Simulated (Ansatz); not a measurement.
## Two runs on Ta2N

System: Ta2N (3 atoms in the cell).
Method of the first run: DFT PBE, scalar-relativistic, plane waves, PAW, no spin polarisation (Ansatz 0.2.0).

The structure derives from a Materials Project entry. Text and figures count atoms from 1; the logs count them from 0 in places.

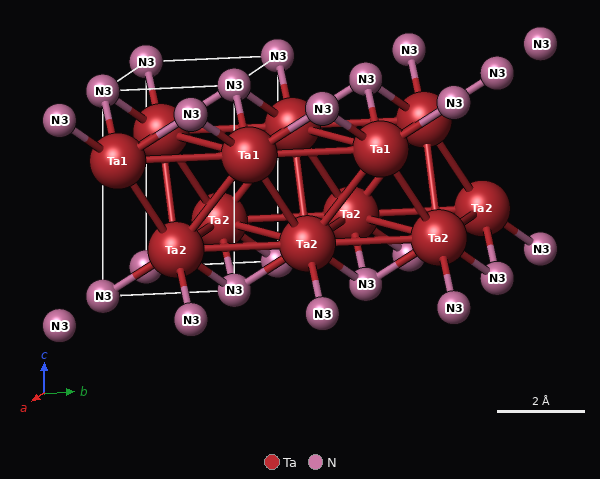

Fig. 1: The structure (ball-and-stick view of the cell of the calculation, repeated 2 × 3 × 1, seen slightly off an axis; atoms are numbered from 1 in the order of the input). An atom can appear more than once, as a periodic image.

### Input, the first run
```yaml
crystal:
  lattice:
    - [3.1011400556, 0.0, 0.0]
    - [-1.5505700278, 2.6856660688, 0.0]
    - [0.0, 0.0, 4.8818900623]
  atoms:
    - { symbol: Ta, position: [0.6666666667, 0.3333333333, 0.7449050322] }
    - { symbol: Ta, position: [0.3333333333, 0.6666666667, 0.2550949678] }
    - { symbol: "N", position: [0.0, 0.0, 0.0] }
basis:
  ecutwfc: 420
kpoints:
  mp_grid: { grid: [18, 18, 10] }
hamiltonian:
  xc: pbe
scf:
  occupations: { method: gaussian, width: 0.15 }
output:
  forces: true
  stress: true
  eigenvalues: true
```

Command:
```bash
ansatz run input.yaml --threads 2 --pin off --max-ram 5120MiB --backend cpu --events-out ev --progress --plain --runs-dir out
```

Hardware: 2 threads of Intel Xeon @ 2.90GHz (Ice Lake), 192 GiB of memory available, shared host.

### Output, shortened to warnings, some set-up lines, iterations and results (the first run)
```
Basis set: ecut = 420 eV, 773 PW (Γ), exchange–correlation on 48×48×72 points (8 copies of the dense FFT grid, shifted against one another)
Symmetry: 12 space group operations
k-points: 330 of 3240
Initial density: superposition of atomic densities (neutral atoms: chi_scale 0, normalization atom), corrected by the library's trained network
[...]
SCF iter   1: F=—  HF=-20250.923353 eV  |F-HF|=—  |Δ(HF+E_count)|=         —  Δρ=5.18e-3  dr2=1.15e-2  ethr=1.77e-3  ⟨swp⟩=5.0  Hψ=29093  notcnv=0
SCF iter   2: F=—  HF=-20250.921937 eV  |F-HF|=—  |Δ(HF+E_count)|=   1.42e-3  Δρ=3.22e-3  dr2=4.64e-3  ethr=3.72e-5  ⟨swp⟩=1.0  Hψ=9241  notcnv=0
SCF iter   3: F=—  HF=-20250.921257 eV  |F-HF|=—  |Δ(HF+E_count)|=   6.80e-4  Δρ=7.85e-4  dr2=4.41e-4  ethr=1.50e-5  ⟨swp⟩=2.0  Hψ=7709  notcnv=0
SCF iter   4: F=—  HF=-20250.921169 eV  |F-HF|=—  |Δ(HF+E_count)|=   8.81e-5  Δρ=2.63e-4  dr2=2.25e-5  ethr=1.42e-6  ⟨swp⟩=2.0  Hψ=8812  notcnv=0
SCF iter   5: F=—  HF=-20250.921173 eV  |F-HF|=—  |Δ(HF+E_count)|=   4.00e-6  Δρ=4.86e-5  dr2=1.19e-6  ethr=7.26e-8  ⟨swp⟩=2.0  Hψ=8781  notcnv=0
SCF iter   6: F=-20250.921173 eV  HF=-20250.921173 eV  |F-HF|=1.62e-8  |Δ(HF+E_count)|=   1.18e-7  Δρ=1.28e-5  dr2=5.81e-8  ethr=3.23e-10  ⟨swp⟩=4.1  Hψ=27709  notcnv=0
SCF 1 converged in 6 iterations: F = -20250.921173 eV  dr2 = 5.81e-8
SCF converged after 6 iterations
Free energy (F): -20250.921173 eV
Harris-Foulkes:  -20250.921173 eV  (|F-HF|=1.62e-8)
Internal energy: -20250.907151 eV  (E = F + TS)
E sigma→0 (E₀):  -20250.914162 eV
Entropy (-TS):   -0.014022 eV (-4.674 meV/atom)
Fermi energy:    19.696592 eV
--- Per-component energies (eV) ---
  E_band       = -177.068505
  E_kinetic    = 864.440185
  E_local      = -1242.108802  (includes V_loc(G=0)·N_el)
  E_nonlocal   = 73.540972
  E_hartree    = 429.253554
  E_xc         = -498.159299
  E_vxc        = -486.076260  (∫ρ·V_xc dr)
  E_paw        = -16920.601618  (= ΣΔE_a)
  E_vpaw       = -245.371700  (= ΣTr[D̂ρ^β])
  E_aug_tail   = 0.000391  (compensation charges beyond the density's cutoff)
  E_ewald      = -2957.272533
  E_smearing   = -0.014022  (= −TS)
  E_closure    = 0.000000  (closes the sum)
  Σ components = -20250.921173   (vs F -20250.921173, Δ=0.00e0)
--- Forces (eV/Å), atoms counted from 1 ---
  atom   1  Ta    -0.00000000    -0.00000000     0.00767814
  atom   2  Ta     0.00000000     0.00000000    -0.00767814
  atom   3  N      0.00000000    -0.00000000     0.00000000
  max |Σ_I F_I| component: 3.70e-17 eV/Å
--- Stress (GPa, compression-positive) ---
       -0.008920      -0.000000       0.000000
        0.000000      -0.008920      -0.000000
       -0.000000      -0.000000       0.041511
  P = ⅓ Tr σ = 0.0079 GPa (0.079 kbar)
```

The input of the second run differs as follows (lines with − go, lines with + come):
```diff
-  ecutwfc: 420
+  xc_grid: 2
-  xc: pbe
+  xc: revpbe
```

What does this change do to the results?

The total energies belong to different methods, so their difference says nothing on which is more stable or more accurate. The pressure goes from 0.01 to 2.82 GPa. The largest force goes from 0.008 to 0.070 eV/Å. The functional changes from PBE to revPBE. The number of SCF iterations is the same. On the same kind of shared host the second run took about 1.6 times as long.

### Output, shortened to warnings, some set-up lines, iterations and results (the second run)
```
Basis set: ecut = 420 eV, 773 PW (Γ), exchange–correlation on 48×48×72 points (8 copies of the dense FFT grid, shifted against one another)
Symmetry: 12 space group operations
k-points: 330 of 3240
Initial density: superposition of atomic densities (neutral atoms: chi_scale 0, normalization atom), corrected by the library's trained network
[...]
SCF iter   1: F=—  HF=-20269.792858 eV  |F-HF|=—  |Δ(HF+E_count)|=         —  Δρ=5.11e-3  dr2=9.83e-3  ethr=1.77e-3  ⟨swp⟩=5.0  Hψ=29188  notcnv=0
SCF iter   2: F=—  HF=-20269.791895 eV  |F-HF|=—  |Δ(HF+E_count)|=   9.63e-4  Δρ=3.21e-3  dr2=4.34e-3  ethr=3.17e-5  ⟨swp⟩=1.0  Hψ=9242  notcnv=0
SCF iter   3: F=—  HF=-20269.791283 eV  |F-HF|=—  |Δ(HF+E_count)|=   6.12e-4  Δρ=4.01e-4  dr2=7.63e-5  ethr=1.40e-5  ⟨swp⟩=2.4  Hψ=9103  notcnv=0
SCF iter   4: F=—  HF=-20269.791281 eV  |F-HF|=—  |Δ(HF+E_count)|=   1.23e-6  Δρ=1.32e-4  dr2=6.27e-6  ethr=2.46e-7  ⟨swp⟩=2.5  Hψ=10654  notcnv=0
SCF iter   5: F=—  HF=-20269.791280 eV  |F-HF|=—  |Δ(HF+E_count)|=   8.97e-7  Δρ=4.97e-5  dr2=1.16e-6  ethr=2.02e-8  ⟨swp⟩=2.0  Hψ=9023  notcnv=0
SCF iter   6: F=-20269.791280 eV  HF=-20269.791280 eV  |F-HF|=1.48e-8  |Δ(HF+E_count)|=   1.60e-7  Δρ=1.48e-5  dr2=6.94e-8  ethr=3.23e-10  ⟨swp⟩=3.9  Hψ=26178  notcnv=0
SCF 1 converged in 6 iterations: F = -20269.791280 eV  dr2 = 6.94e-8
SCF converged after 6 iterations
Free energy (F): -20269.791280 eV
Harris-Foulkes:  -20269.791280 eV  (|F-HF|=1.48e-8)
Internal energy: -20269.777284 eV  (E = F + TS)
E sigma→0 (E₀):  -20269.784282 eV
Entropy (-TS):   -0.013997 eV (-4.666 meV/atom)
Fermi energy:    19.778022 eV
--- Per-component energies (eV) ---
  E_band       = -175.353158
  E_kinetic    = 864.745318
  E_local      = -1240.466866  (includes V_loc(G=0)·N_el)
  E_nonlocal   = 71.731468
  E_hartree    = 429.236494
  E_xc         = -498.787873
  E_vxc        = -486.079492  (∫ρ·V_xc dr)
  E_paw        = -16938.911289  (= ΣΔE_a)
  E_vpaw       = -243.756419  (= ΣTr[D̂ρ^β])
  E_aug_tail   = 0.000391  (compensation charges beyond the density's cutoff)
  E_ewald      = -2957.272533
  E_core_change = -0.052392  (= ΣΔE_core)
  E_smearing   = -0.013997  (= −TS)
  E_closure    = -0.000000  (closes the sum)
  Σ components = -20269.791280   (vs F -20269.791280, Δ=0.00e0)
--- Forces (eV/Å), atoms counted from 1 ---
  atom   1  Ta    -0.00000000    -0.00000000    -0.07033859
  atom   2  Ta     0.00000000     0.00000000     0.07033859
  atom   3  N      0.00000000     0.00000000     0.00000000
  max |Σ_I F_I| component: 6.84e-30 eV/Å
--- Stress (GPa, compression-positive) ---
        2.759420       0.000000      -0.000000
        0.000000       2.759420      -0.000000
       -0.000000      -0.000000       2.938291
  P = ⅓ Tr σ = 2.8190 GPa (28.190 kbar)
```

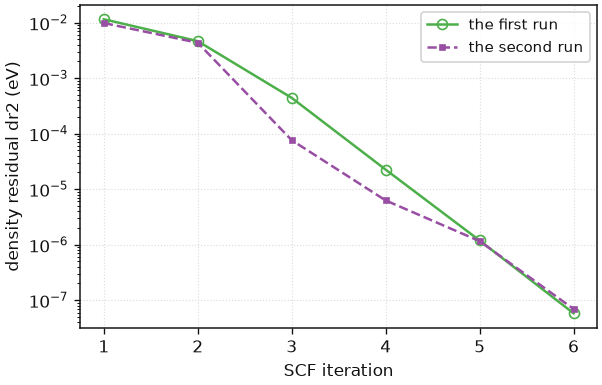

Fig. 2: Convergence of the two runs: density residual dr2 against the SCF iteration. The first run takes 6 iterations in all, and the second run takes 6.

### The two runs side by side

```tsv
quantity	the first run	the second run
outcome	converged	converged
free energy per atom (eV)	−6750.3071	−6756.5971
energy per atom, smearing taken to zero (eV)	−6750.3047	−6756.5948
gap on the mesh (eV)	0.00	0.00
pressure (GPa)	0.01	2.82
largest force (eV/Å)	0.008	0.070
SCF iterations	6	6
irreducible k-points	330	330
plane waves at Γ	773	773
wall time (shared host)	5.9 s	9.4 s
```

For both runs: Spin–orbit coupling is left out, which matters for Ta. The cell holds an odd number of electrons but the run has no spin polarisation, so a band is left half filled.
